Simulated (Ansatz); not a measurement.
## Electronic structure of Zn₈O₇ (cell with a defect) in real space

```xyz
15
Lattice="0.0000 0.0000 -5.2932 -3.2794 5.6801 0.0000 6.5588 0.0000 0.0000" Properties=species:S:1:pos:R:3 pbc="T T T"
Zn    1.6462    0.9537   -2.4124
Zn   -0.0019    3.7900   -2.6706
Zn    4.9251    0.9623   -2.6710
Zn    3.2929    3.7904   -2.6707
Zn    0.1123    1.8382   -0.0371
Zn   -1.6344    4.8681   -0.0387
Zn    3.1784    1.8392   -0.0380
Zn    1.6442    4.7399   -0.0182
O    -0.0138    3.7828   -0.6391
O     4.9246    0.9745   -0.6393
O     3.3034    3.7839   -0.6390
O     0.0496    1.8757   -3.2988
O    -1.6337    4.7912   -3.3000
O     3.2421    1.8761   -3.2994
O     1.6453    4.7405   -3.2958
```

Level of theory: Ansatz, DFT PBE, scalar-relativistic, plane waves, PAW.

In a PAW calculation such maps are meaningful between the atoms, not at the nuclei.

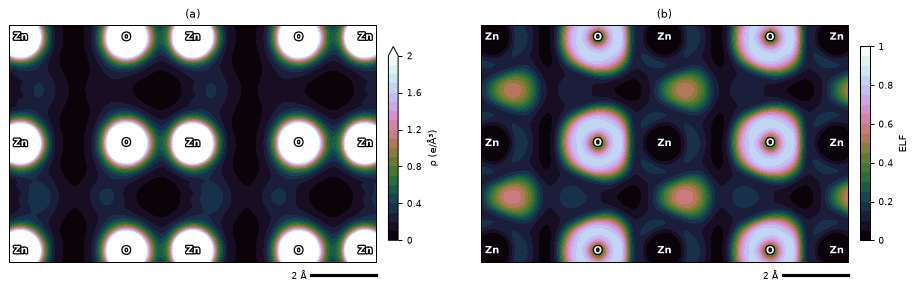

Figure 1. (a) valence electron density; (b) electron localisation function on the (001) plane of the calculation cell.

### Interpret the plot.

Atoms in the plane: Zn and O.
Zn–O (2.03 Å): ρ is about 0.53 e/Å³ halfway; the ELF peaks at about 0.85 in the valence shell of O, 0.6 Å from its nucleus, and is about 0.25 at the midpoint: no shared electron pair shows on this line.

Between the atoms the lowest density in this plane is 0.04 e/Å³.

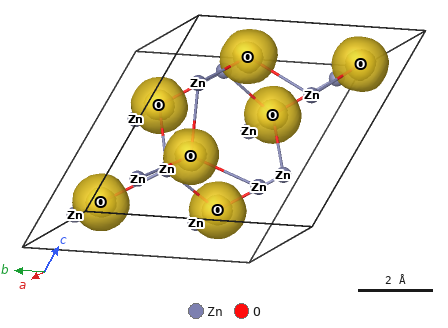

Figure 2. Isosurface of the electron localisation function at 0.75 (yellow), seen at an oblique angle. Only the valence region is drawn (cores and ρ < 0.01 e/Å³ removed). Sticks mark near contacts.

### Describe the localisation domains.

The surface consists of seven regions wrapped around O (the valence shell of each), counted in one cell of 15 atoms. Regions shared between cells count once.


Zn–O (2.00 Å): the ELF peaks at about 0.85 in the valence shell of O, 0.6 Å from its nucleus, and is about 0.25 at the midpoint (no localised pair shows between them). Zn–O (2.05 Å): the ELF peaks at about 0.85 in the valence shell of O, 0.6 Å from its nucleus, and is about 0.25 at the midpoint: no localised pair shows between them.

### Does the calculation give a band gap?

It is gapped, with a Kohn–Sham gap of 1.9 eV on the k-point mesh (the band edges may lie off the mesh, which would make the gap smaller).
